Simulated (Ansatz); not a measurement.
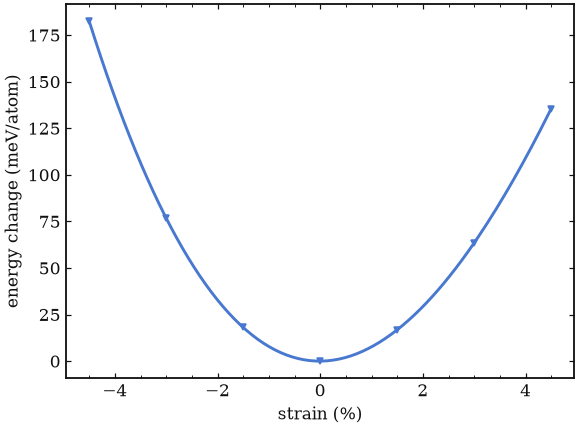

Plotted: energy change against strain for AlRu, space group Pm-3m (No. 221).

The given structure:
```yaml
crystal:
  lattice:
    - [3.00418, 0.00000, 0.00000]
    - [0.00000, 3.00418, 0.00000]
    - [0.00000, 0.00000, 3.00418]
  atoms:
    - { symbol: Al, position: [0.00000, 0.00000, 0.00000] }
    - { symbol: Ru, position: [0.50000, 0.50000, 0.50000] }
```

Calculation (Ansatz 0.2.0): energy, stress and cell of a relaxed crystal along a series of strains, atoms and what the cell freedom names relaxed within the symmetry; stress is positive in compression; plane waves with PAW datasets, Γ-centred k mesh; energies extrapolated to zero smearing. Level: PBE, no spin polarisation.

- wave cutoff: 420 eV
- k mesh: 14×14×14
- occupations: Gaussian
- smearing width: 0.1 eV
- strain kind: isotropic
- cell freedom: cell held, all vectors scaled

From this curve and the settings, what does the calculation give for the volume change and stress xx at the same points?

The volume change rises from −12.90 % at strain −4.5 % to 14.12 % at 4.5 %. The stress xx falls from 37.96 GPa at strain −4.5 % to −20.03 GPa at 4.5 %, and changes sign near 0.0 %.

| strain (%) | volume change (%) | stress xx (GPa) |
| --- | --- | --- |
| −4.5 | −12.90 | 37.96 |
| −3.0 | −8.73 | 22.67 |
| −1.5 | −4.43 | 10.15 |
| 0.0 | 0.00 | −0.03 |
| 1.5 | 4.57 | −8.25 |
| 3.0 | 9.27 | −14.83 |
| 4.5 | 14.12 | −20.03 |
